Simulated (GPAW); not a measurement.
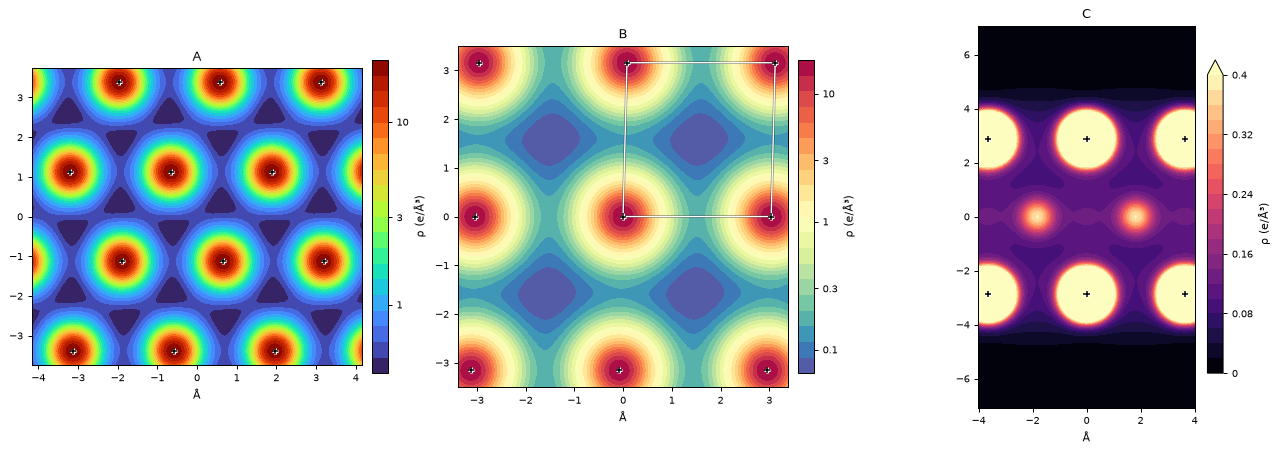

The valence electron density of 3 systems, each on a plane through atoms (crosses mark nuclei in the plane).

The calculation used Kohn-Sham DFT of a periodic cell, PBE, GPAW PAW data sets (gpaw-data 1.2.1) (GPAW).

System 1: Cd, the (011) plane of the conventional cell. Space group P-1; a structure from a database of computed crystals, not necessarily the ambient phase.

```xyz
1
Lattice="1.6142 2.5765 0.0313 -0.0458 1.7166 -2.5360 -1.6887 2.6195 0.0038" Properties=species:S:1:pos:R:3 pbc="T T T"
Cd    0.0000    0.0000    0.0000
```

System 2: Y (slab), the (100) plane of the calculation cell, a cut from vacuum to vacuum. 

```
CELL_PARAMETERS angstrom
3.65150 0.00000 0.00000
-1.82575 3.16229 0.00000
0.00000 0.00000 20.74740
ATOMIC_POSITIONS crystal
Y 0.33333 0.66667 0.36149
Y 0.66667 0.33333 0.50000
Y 0.33333 0.66667 0.63851
```

System 3: Ir, the (001) plane of the conventional cell. Space group P-1; computed pressure about 27 GPa in this cell.

Q: Which map belongs to which system?

A: Panel A is system 3, Ir: the plane holds Ir. Ir–Ir (2.54 Å): ρ at the midpoint is about 0.6 e/Å³. Panel B is system 1, Cd: the plane holds Cd. Cd–Cd (3.04 Å): ρ at the midpoint is about 0.18 e/Å³. Panel C is system 2, Y: the plane holds Y. Y–Y (3.65 Å): ρ at the midpoint is about 0.1 e/Å³.
